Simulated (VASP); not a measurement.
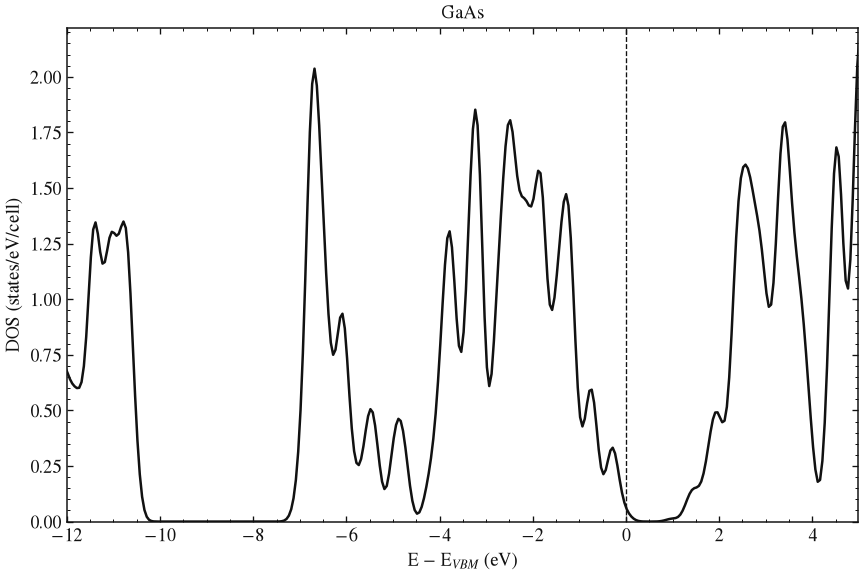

Density of states. Energies are counted from the top of the valence band. The curve is built from the levels of the k mesh with Gaussians 0.3 eV wide, which also blur the band edges.

Structure: GaAs, space group I-4m2, 2 atoms in the cell, zincblende type, epitaxial (xy) strain −0.8%; a = 4.00 Å, b = 4.00 Å, c = 3.98 Å, α = 60.24°, β = 60.24°, γ = 59.53°.

Method: DFT, r2SCAN, plane waves, PAW, 8×8×8 k mesh, 520 eV cutoff, Gaussian smearing of 0.01 eV (VASP).

Question: Is there a gap at the Fermi level, and how wide?

Answer: There is a gap; over the k points computed it is 0.98 eV (direct among those points).

Question: How wide is the upper valence band?

Answer: The upper group of valence states starts about 7.1 eV under the valence-band top, with a gap beneath it; it holds about 6 electrons a cell.
